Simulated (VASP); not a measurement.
## Band-structure run of Bi₂Se₃ (part 1 of 2)

- system: Bi₂Se₃ (R-3m, 5 atoms in the cell)
- method: Kohn-Sham DFT of a periodic cell, PBE, VASP PAW PBE potentials, recommended, no spin polarisation (VASP 6.6.1)

The structure derives from an entry of the Crystallography Open Database.

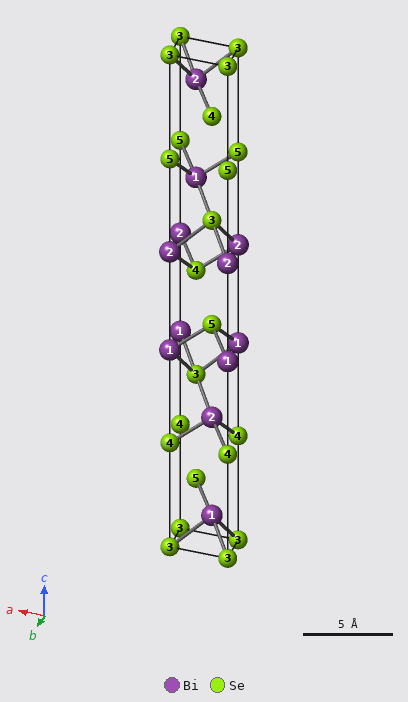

Fig. 1: The input geometry (ball-and-stick view of the cell 3 times as large as that of the calculation, set on its symmetry axes, seen at an oblique angle; atoms are numbered from 1 in the order of the input). An atom can appear more than once, as a periodic image. Near neighbours in the periodic cell (some may lie outside the picture): Bi has 6 Se at 2.86 to 3.06 Å; Se has 6 Bi at 3.06 Å; Se has 3 Bi at 2.86 Å.

### Key numbers

| quantity | value |
| --- | --- |
| outcome | converged |
| space group (tolerance 0.01 Å) | R-3m (166) |
| electrons treated | 48 |
| free energy | −20.1406 eV |
| gap on the k-point mesh | 0.19 eV |
| gap on the band path | 0.19 eV |
| pressure | 2.86 GPa |
| largest force (length of the vector) | 0.087 eV/Å |
| hardware | 2 threads of AMD EPYC (Zen 5), 192 GiB of memory available, shared host |
| wall time | 55 min (CPU time 1.8 h) |
| peak memory | 1.4 GiB |

Spin–orbit coupling is left out, which matters for Bi.

### INCAR
```
SYSTEM = Bi2Se3
  PREC = Accurate
  ENCUT = 520
  EDIFF = 1E-6
  ISMEAR = 0
  SIGMA = 0.03
  LREAL = .False.
  LASPH = .True.
  NELM = 80
  ALGO = Fast
  ISIF = 2
  LWAVE = .False.
  LCHARG = .False.
  GGA = PE
  KPAR = 2
```

### KPOINTS
```
Automatic mesh
0
Gamma
  9 9 8
  0 0 0
```

### KPOINTS_OPT
```
explicit points
258
Reciprocal
 0.0000000000  0.0000000000  0.0000000000 1
 0.0263157895  0.0000000000  0.0000000000 1
 0.0526315789  0.0000000000  0.0000000000 1
 0.0789473684  0.0000000000  0.0000000000 1
 0.1052631579  0.0000000000  0.0000000000 1
 0.1315789474  0.0000000000  0.0000000000 1
 0.1578947368  0.0000000000  0.0000000000 1
 0.1842105263  0.0000000000  0.0000000000 1
 0.2105263158  0.0000000000  0.0000000000 1
 0.2368421053  0.0000000000  0.0000000000 1
 0.2631578947  0.0000000000  0.0000000000 1
 0.2894736842  0.0000000000  0.0000000000 1
 0.3157894737  0.0000000000  0.0000000000 1
 0.3421052632  0.0000000000  0.0000000000 1
 0.3684210526  0.0000000000  0.0000000000 1
 0.3947368421  0.0000000000  0.0000000000 1
 0.4210526316  0.0000000000  0.0000000000 1
 0.4473684211  0.0000000000  0.0000000000 1
 0.4736842105  0.0000000000  0.0000000000 1
 0.5000000000  0.0000000000  0.0000000000 1
 0.5000000000  0.0000000000  0.0000000000 1
 0.5000000000  0.0093227649 -0.0093227649 1
 0.5000000000  0.0186455297 -0.0186455297 1
 0.5000000000  0.0279682946 -0.0279682946 1
 0.5000000000  0.0372910595 -0.0372910595 1
 0.5000000000  0.0466138243 -0.0466138243 1
 0.5000000000  0.0559365892 -0.0559365892 1
 0.5000000000  0.0652593541 -0.0652593541 1
 0.5000000000  0.0745821189 -0.0745821189 1
 0.5000000000  0.0839048838 -0.0839048838 1
 0.5000000000  0.0932276487 -0.0932276487 1
 0.5000000000  0.1025504136 -0.1025504136 1
 0.5000000000  0.1118731784 -0.1118731784 1
 0.5000000000  0.1211959433 -0.1211959433 1
 0.5000000000  0.1305187082 -0.1305187082 1
 0.5000000000  0.1398414730 -0.1398414730 1
 0.5000000000  0.1491642379 -0.1491642379 1
 0.5000000000  0.1584870028 -0.1584870028 1
 0.5000000000  0.1678097676 -0.1678097676 1
 0.5000000000  0.1771325325 -0.1771325325 1
 0.8228674675  0.5000000000  0.1771325325 1
 0.8058744429  0.5000000000  0.1941255571 1
 0.7888814183  0.5000000000  0.2111185817 1
 0.7718883937  0.5000000000  0.2281116063 1
 0.7548953691  0.5000000000  0.2451046309 1
 0.7379023445  0.5000000000  0.2620976555 1
 0.7209093199  0.5000000000  0.2790906801 1
 0.7039162953  0.5000000000  0.2960837047 1
 0.6869232707  0.5000000000  0.3130767293 1
 0.6699302461  0.5000000000  0.3300697539 1
 0.6529372214  0.5000000000  0.3470627786 1
 0.6359441968  0.5000000000  0.3640558032 1
 0.6189511722  0.5000000000  0.3810488278 1
 0.6019581476  0.5000000000  0.3980418524 1
 0.5849651230  0.5000000000  0.4150348770 1
 0.5679720984  0.5000000000  0.4320279016 1
 0.5509790738  0.5000000000  0.4490209262 1
 0.5339860492  0.5000000000  0.4660139508 1
 0.5169930246  0.5000000000  0.4830069754 1
 0.5000000000  0.5000000000  0.5000000000 1
 0.5000000000  0.5000000000  0.5000000000 1
 0.4736842105  0.4736842105  0.4736842105 1
 0.4473684211  0.4473684211  0.4473684211 1
 0.4210526316  0.4210526316  0.4210526316 1
 0.3947368421  0.3947368421  0.3947368421 1
 0.3684210526  0.3684210526  0.3684210526 1
 0.3421052632  0.3421052632  0.3421052632 1
 0.3157894737  0.3157894737  0.3157894737 1
 0.2894736842  0.2894736842  0.2894736842 1
 0.2631578947  0.2631578947  0.2631578947 1
 0.2368421053  0.2368421053  0.2368421053 1
 0.2105263158  0.2105263158  0.2105263158 1
 0.1842105263  0.1842105263  0.1842105263 1
 0.1578947368  0.1578947368  0.1578947368 1
 0.1315789474  0.1315789474  0.1315789474 1
 0.1052631579  0.1052631579  0.1052631579 1
 0.0789473684  0.0789473684  0.0789473684 1
 0.0526315789  0.0526315789  0.0526315789 1
 0.0263157895  0.0263157895  0.0263157895 1
 0.0000000000  0.0000000000  0.0000000000 1
 0.0000000000  0.0000000000  0.0000000000 1
 0.0178192772  0.0000000000 -0.0178192772 1
 0.0356385543  0.0000000000 -0.0356385543 1
 0.0534578315  0.0000000000 -0.0534578315 1
 0.0712771087  0.0000000000 -0.0712771087 1
 0.0890963859  0.0000000000 -0.0890963859 1
 0.1069156630  0.0000000000 -0.1069156630 1
 0.1247349402  0.0000000000 -0.1247349402 1
 0.1425542174  0.0000000000 -0.1425542174 1
 0.1603734946  0.0000000000 -0.1603734946 1
 0.1781927717  0.0000000000 -0.1781927717 1
 0.1960120489  0.0000000000 -0.1960120489 1
 0.2138313261  0.0000000000 -0.2138313261 1
 0.2316506033  0.0000000000 -0.2316506033 1
 0.2494698804  0.0000000000 -0.2494698804 1
 0.2672891576  0.0000000000 -0.2672891576 1
 0.2851084348  0.0000000000 -0.2851084348 1
 0.3029277120  0.0000000000 -0.3029277120 1
 0.3207469891  0.0000000000 -0.3207469891 1
 0.3385662663  0.0000000000 -0.3385662663 1
 0.6614337337  0.3385662663  0.0000000000 1
 0.6529372214  0.3470627786  0.0000000000 1
 0.6444407091  0.3555592909  0.0000000000 1
 0.6359441968  0.3640558032  0.0000000000 1
 0.6274476845  0.3725523155  0.0000000000 1
 0.6189511722  0.3810488278  0.0000000000 1
 0.6104546599  0.3895453401  0.0000000000 1
 0.6019581476  0.3980418524  0.0000000000 1
 0.5934616353  0.4065383647  0.0000000000 1
 0.5849651230  0.4150348770  0.0000000000 1
 0.5764686107  0.4235313893  0.0000000000 1
 0.5679720984  0.4320279016  0.0000000000 1
 0.5594755861  0.4405244139  0.0000000000 1
 0.5509790738  0.4490209262  0.0000000000 1
 0.5424825615  0.4575174385  0.0000000000 1
 0.5339860492  0.4660139508  0.0000000000 1
 0.5254895369  0.4745104631  0.0000000000 1
 0.5169930246  0.4830069754  0.0000000000 1
 0.5084965123  0.4915034877  0.0000000000 1
 0.5000000000  0.5000000000  0.0000000000 1
 0.5000000000  0.5000000000  0.0000000000 1
 0.5084965123  0.5084965123  0.0093227649 1
 0.5169930246  0.5169930246  0.0186455297 1
 0.5254895369  0.5254895369  0.0279682946 1
 0.5339860492  0.5339860492  0.0372910595 1
 0.5424825615  0.5424825615  0.0466138243 1
 0.5509790738  0.5509790738  0.0559365892 1
 0.5594755861  0.5594755861  0.0652593541 1
 0.5679720984  0.5679720984  0.0745821189 1
 0.5764686107  0.5764686107  0.0839048838 1
 0.5849651230  0.5849651230  0.0932276487 1
 0.5934616353  0.5934616353  0.1025504136 1
 0.6019581476  0.6019581476  0.1118731784 1
 0.6104546599  0.6104546599  0.1211959433 1
 0.6189511722  0.6189511722  0.1305187082 1
 0.6274476845  0.6274476845  0.1398414730 1
 0.6359441968  0.6359441968  0.1491642379 1
 0.6444407091  0.6444407091  0.1584870028 1
 0.6529372214  0.6529372214  0.1678097676 1
 0.6614337337  0.6614337337  0.1771325325 1
 0.6614337337  0.6614337337  0.1771325325 1
 0.6529372214  0.6529372214  0.1941255571 1
 0.6444407091  0.6444407091  0.2111185817 1
 0.6359441968  0.6359441968  0.2281116063 1
 0.6274476845  0.6274476845  0.2451046309 1
 0.6189511722  0.6189511722  0.2620976555 1
 0.6104546599  0.6104546599  0.2790906801 1
 0.6019581476  0.6019581476  0.2960837047 1
 0.5934616353  0.5934616353  0.3130767293 1
 0.5849651230  0.5849651230  0.3300697539 1
 0.5764686107  0.5764686107  0.3470627786 1
 0.5679720984  0.5679720984  0.3640558032 1
 0.5594755861  0.5594755861  0.3810488278 1
 0.5509790738  0.5509790738  0.3980418524 1
 0.5424825615  0.5424825615  0.4150348770 1
 0.5339860492  0.5339860492  0.4320279016 1
 0.5254895369  0.5254895369  0.4490209262 1
 0.5169930246  0.5169930246  0.4660139508 1
 0.5084965123  0.5084965123  0.4830069754 1
 0.5000000000  0.5000000000  0.5000000000 1
 0.5000000000  0.0000000000  0.0000000000 1
 0.5169930246  0.0178192772  0.0178192772 1
 0.5339860492  0.0356385543  0.0356385543 1
 0.5509790738  0.0534578315  0.0534578315 1
 0.5679720984  0.0712771087  0.0712771087 1
 0.5849651230  0.0890963859  0.0890963859 1
 0.6019581476  0.1069156630  0.1069156630 1
 0.6189511722  0.1247349402  0.1247349402 1
 0.6359441968  0.1425542174  0.1425542174 1
 0.6529372214  0.1603734946  0.1603734946 1
 0.6699302461  0.1781927717  0.1781927717 1
 0.6869232707  0.1960120489  0.1960120489 1
 0.7039162953  0.2138313261  0.2138313261 1
 0.7209093199  0.2316506033  0.2316506033 1
 0.7379023445  0.2494698804  0.2494698804 1
 0.7548953691  0.2672891576  0.2672891576 1
 0.7718883937  0.2851084348  0.2851084348 1
 0.7888814183  0.3029277120  0.3029277120 1
 0.8058744429  0.3207469891  0.3207469891 1
 0.8228674675  0.3385662663  0.3385662663 1
 0.0000000000  0.0000000000  0.0000000000 1
 0.0039562700 -0.0039562700  0.0000000000 1
-0.0039562700  0.0039562700  0.0000000000 1
 0.0115391300 -0.0115391300  0.0000000000 1
-0.0115391300  0.0115391300  0.0000000000 1
 0.0022841600  0.0022841600 -0.0045683100 1
-0.0022841600 -0.0022841600  0.0045683100 1
 0.0066621200  0.0066621200 -0.0133242400 1
-0.0066621200 -0.0066621200  0.0133242400 1
 0.0182302400  0.0182302400  0.0182302400 1
-0.0182302400 -0.0182302400 -0.0182302400 1
 0.0531715400  0.0531715400  0.0531715400 1
-0.0531715400 -0.0531715400 -0.0531715400 1
 0.8228674700  0.5000000000  0.1771325300 1
 0.8268237400  0.4960437300  0.1771325300 1
 0.8189111900  0.5039562700  0.1771325300 1
 0.8344066000  0.4884608700  0.1771325300 1
 0.8113283400  0.5115391300  0.1771325300 1
 0.8251516200  0.5022841600  0.1725642200 1
 0.8205833100  0.4977158400  0.1817008400 1
 0.8295295900  0.5066621200  0.1638082900 1
 0.8162053500  0.4933378800  0.1904567700 1
 0.8410977100  0.5182302400  0.1953627800 1
 0.8046372200  0.4817697600  0.1589022900 1
 0.8760390100  0.5531715400  0.2303040800 1
 0.7696959200  0.4468284600  0.1239609900 1
 0.5000000000  0.1771325300 -0.1771325300 1
 0.5039562700  0.1731762600 -0.1771325300 1
 0.4960437300  0.1810888100 -0.1771325300 1
 0.5115391300  0.1655934000 -0.1771325300 1
 0.4884608700  0.1886716600 -0.1771325300 1
 0.5022841600  0.1794166900 -0.1817008400 1
 0.4977158400  0.1748483800 -0.1725642200 1
 0.5066621200  0.1837946500 -0.1904567700 1
 0.4933378800  0.1704704100 -0.1638082900 1
 0.5182302400  0.1953627800 -0.1589022900 1
 0.4817697600  0.1589022900 -0.1953627800 1
 0.5531715400  0.2303040800 -0.1239609900 1
 0.4468284600  0.1239609900 -0.2303040800 1
 0.5000000000  0.5000000000  0.0000000000 1
 0.5039562700  0.4960437300  0.0000000000 1
 0.4960437300  0.5039562700  0.0000000000 1
 0.5115391300  0.4884608700  0.0000000000 1
 0.4884608700  0.5115391300  0.0000000000 1
 0.5022841600  0.5022841600 -0.0045683100 1
 0.4977158400  0.4977158400  0.0045683100 1
 0.5066621200  0.5066621200 -0.0133242400 1
 0.4933378800  0.4933378800  0.0133242400 1
 0.5182302400  0.5182302400  0.0182302400 1
 0.4817697600  0.4817697600 -0.0182302400 1
 0.5531715400  0.5531715400  0.0531715400 1
 0.4468284600  0.4468284600 -0.0531715400 1
 0.5000000000  0.0000000000  0.0000000000 1
 0.5039562700 -0.0039562700  0.0000000000 1
 0.4960437300  0.0039562700  0.0000000000 1
 0.5115391300 -0.0115391300  0.0000000000 1
 0.4884608700  0.0115391300  0.0000000000 1
 0.5022841600  0.0022841600 -0.0045683100 1
 0.4977158400 -0.0022841600  0.0045683100 1
 0.5066621200  0.0066621200 -0.0133242400 1
 0.4933378800 -0.0066621200  0.0133242400 1
 0.5182302400  0.0182302400  0.0182302400 1
 0.4817697600 -0.0182302400 -0.0182302400 1
 0.5531715400  0.0531715400  0.0531715400 1
 0.4468284600 -0.0531715400 -0.0531715400 1
 0.8228674700  0.3385662700  0.3385662700 1
 0.8268237400  0.3346099900  0.3385662700 1
 0.8189111900  0.3425225400  0.3385662700 1
 0.8344066000  0.3270271400  0.3385662700 1
 0.8113283400  0.3501054000  0.3385662700 1
 0.8251516200  0.3408504200  0.3339979600 1
 0.8205833100  0.3362821100  0.3431345800 1
 0.8295295900  0.3452283900  0.3252420300 1
 0.8162053500  0.3319041500  0.3518905100 1
 0.8410977100  0.3567965100  0.3567965100 1
 0.8046372200  0.3203360200  0.3203360200 1
 0.8760390100  0.3917378100  0.3917378100 1
 0.7696959200  0.2853947200  0.2853947200 1
```

### POSCAR
```
Bi2Se3                                  
1.0
    2.0657032239      1.1926343123      9.5275858700
   -2.0657032239      1.1926343123      9.5275858700
    0.0000000000     -2.3852686248      9.5275858700
  Bi              Se            
     2     3
Direct
     0.4002905472867084    0.4002905472867084    0.4002905472867084
     0.5997094527132916    0.5997094527132916    0.5997094527132916
     0.0000000000000000    0.0000000000000000    0.0000000000000000
     0.2114513455103761    0.2114513455103761    0.2114513455103761
     0.7885486544896239    0.7885486544896239    0.7885486544896239
```

Run as:
```bash
cat potpaw_PBE.64/Bi_d/POTCAR potpaw_PBE.64/Se/POTCAR > POTCAR
mpirun -np 2 vasp_std > vasp.out
```

### OSZICAR
```
N       E                     dE             d eps       ncg     rms          rms(c)
DAV:   1     0.476043107694E+03    0.47604E+03   -0.23334E+04 10360   0.178E+03
DAV:   2     0.383694678558E+02   -0.43767E+03   -0.42688E+03 10880   0.447E+02
DAV:   3    -0.181499307888E+02   -0.56519E+02   -0.53587E+02 13492   0.165E+02
DAV:   4    -0.208005154522E+02   -0.26506E+01   -0.26151E+01 11916   0.352E+01
DAV:   5    -0.209186793702E+02   -0.11816E+00   -0.11790E+00 14680   0.757E+00    0.522E+00
RMM:   6    -0.201078008665E+02    0.81088E+00   -0.19080E+00 12306   0.580E+00    0.304E+00
RMM:   7    -0.201433852765E+02   -0.35584E-01   -0.85020E-01 14655   0.336E+00    0.177E+00
RMM:   8    -0.201428499404E+02    0.53534E-03   -0.10723E-01 12703   0.223E+00    0.428E-01
RMM:   9    -0.201395634633E+02    0.32865E-02   -0.24966E-02 13394   0.115E+00    0.738E-02
RMM:  10    -0.201404485490E+02   -0.88509E-03   -0.89198E-03 16344   0.541E-01    0.509E-02
RMM:  11    -0.201405451032E+02   -0.96554E-04   -0.10091E-03 15973   0.189E-01    0.220E-02
RMM:  12    -0.201405624095E+02   -0.17306E-04   -0.35872E-04 14672   0.904E-02    0.123E-02
RMM:  13    -0.201405625675E+02   -0.15801E-06   -0.78599E-05 15256   0.491E-02    0.275E-03
RMM:  14    -0.201405638964E+02   -0.13289E-05   -0.17760E-05 13229   0.198E-02    0.145E-03
RMM:  15    -0.201405644343E+02   -0.53789E-06   -0.32357E-06  8477   0.100E-02
   1 F= -.20140564E+02 E0= -.20140564E+02  d E =-.235640E-08
       N       E                     dE             ncg
DAV:   1     0.208991636134E+05   -0.15892E+06    10360
DAV:   2    -0.598473079150E+05   -0.80746E+05    10812
DAV:   3    -0.703288110211E+05   -0.10482E+05    13492
DAV:   4    -0.708667236522E+05   -0.53791E+03    11748
DAV:   5    -0.708936444726E+05   -0.26921E+02    14784
DAV:   6    -0.708941216337E+05   -0.47716E+00    13412
DAV:   7    -0.708941406941E+05   -0.19060E-01    15060
DAV:   8    -0.708941411335E+05   -0.43946E-03    12980
DAV:   9    -0.708941411571E+05   -0.23541E-04     8164
DAV:  10    -0.708941411594E+05   -0.23224E-05     7212
DAV:  11    -0.708941411602E+05   -0.78815E-06     7096
       N       E                     dE             ncg
DAV:   1     0.126205271008E+06   -0.89176E+05     4088
DAV:   2     0.939395930113E+05   -0.32266E+05     4408
DAV:   3     0.900771169870E+05   -0.38625E+04     5140
DAV:   4     0.898933456851E+05   -0.18377E+03     4688
DAV:   5     0.898848948590E+05   -0.84508E+01     5784
DAV:   6     0.898847173763E+05   -0.17748E+00     5364
DAV:   7     0.898847124473E+05   -0.49290E-02     5852
DAV:   8     0.898847123213E+05   -0.12602E-03     4976
DAV:   9     0.898847123171E+05   -0.42506E-05     2972
DAV:  10     0.898847123164E+05   -0.69362E-06     2868
```

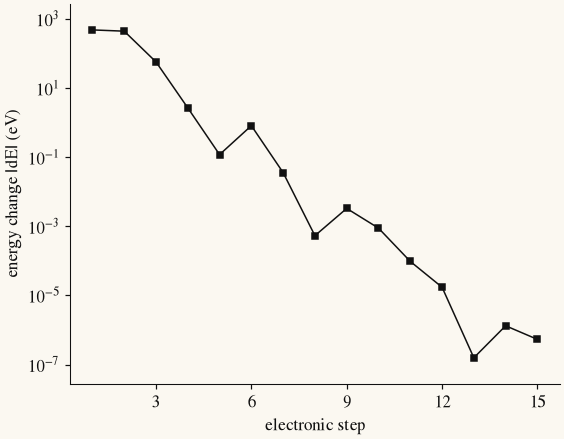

Fig. 2: Convergence of the self-consistent field: energy change |dE| against the electronic step. It takes 15 electronic steps. The density is held fixed in the first few steps, and dE rises again when its update begins.

### Parts of OUTCAR
```
SYSTEM = Bi2Se3
   PREC = Accurate
   ENCUT = 520
   EDIFF = 1E-6
   ISMEAR = 0
   LREAL = .False.
   LASPH = .True.
   NELM = 80
   ISIF = 2
   GGA = PE

 ion  position               nearest neighbor table
   1  0.400  0.400  0.400-   5 2.86   5 2.86   5 2.86   3 3.06   3 3.06   3 3.06
   2  0.600  0.600  0.600-   4 2.86   4 2.86   4 2.86   3 3.06   3 3.06   3 3.06
   3  0.000  0.000  0.000-   2 3.06   1 3.06   2 3.06   2 3.06   1 3.06   1 3.06
   4  0.211  0.211  0.211-   2 2.86   2 2.86   2 2.86
   5  0.789  0.789  0.789-   1 2.86   1 2.86   1 2.86

  LATTYP: Found a trigonal (rhomboedric) cell.
 ALAT       =     9.8216291379
 COS(alpha) =     0.9115294377

  Lattice vectors:

 A1 = (   2.0657032239,   1.1926343123,   9.5275858700)
 A2 = (  -2.0657032239,   1.1926343123,   9.5275858700)
 A3 = (   0.0000000000,  -2.3852686248,   9.5275858700)

Analysis of symmetry for initial positions (statically):
=====================================================================
 Subroutine PRICEL returns:
 Original cell was already a primitive cell.

 Routine SETGRP: Setting up the symmetry group for a
 trigonal (rhombohedral) supercell.

 Subroutine GETGRP returns: Found 12 space group operations
 (whereof 12 operations were pure point group operations)
 out of a pool of 12 trial point group operations.

The static configuration has the point symmetry D_3d.

Analysis of symmetry for dynamics (positions and initial velocities):
=====================================================================
 Subroutine PRICEL returns:
 Original cell was already a primitive cell.

 Routine SETGRP: Setting up the symmetry group for a
 trigonal (rhombohedral) supercell.

 Subroutine GETGRP returns: Found 12 space group operations
 (whereof 12 operations were pure point group operations)
 out of a pool of 12 trial point group operations.

The dynamic configuration has the point symmetry D_3d.

 Subroutine INISYM returns: Found 12 space group operations
 (whereof 12 operations are pure point group operations),
 and found     1 'primitive' translations

----------------------------------------------------------------------------------------

                                     Primitive cell

  volume of cell :     140.8346

  direct lattice vectors                    reciprocal lattice vectors
     2.065703224  1.192634312  9.527585870     0.242048322  0.139746664  0.034986127
    -2.065703224  1.192634312  9.527585870    -0.242048322  0.139746664  0.034986127
     0.000000000 -2.385268625  9.527585870     0.000000000 -0.279493328  0.034986127

  length of vectors
     9.821629138  9.821629138  9.821629138     0.281674546  0.281674546  0.281674546

  position of ions in fractional coordinates (direct lattice)
     0.400290547  0.400290547  0.400290547
     0.599709453  0.599709453  0.599709453
     0.000000000  0.000000000  0.000000000
     0.211451346  0.211451346  0.211451346
     0.788548654  0.788548654  0.788548654
```
